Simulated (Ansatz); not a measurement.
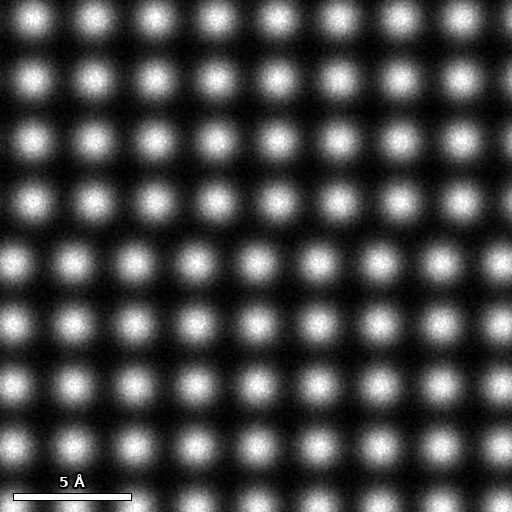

Z-contrast image of Ti (Pm-3m, No. 221) along [001]. Simulation: incoherent imaging, intensity Z^1.6 per atom, probe width 1.30 Å, thin sample. The probe carries 25 % of its weight in a tail 2.5 times as wide. Shot noise was added.

One planar defect was built into the perfect crystal by geometry alone, without relaxation. Host structure: coordinates from a relaxation with Ansatz, DFT, r2SCAN, plane waves (500 eV) with PAW, scalar-relativistic; the starting structure was generated, so it need not be a known form of this composition.

Q: Find the planar defect and say what kind it is.

A planar fault (a stacking fault) runs horizontally about 10 Å below the top edge. The part above it is shifted along the boundary by 1/3 of the 2.63 Å repeat of the rows (0.9 Å to the right, the same as 1.8 Å to the left); both parts keep the same orientation.
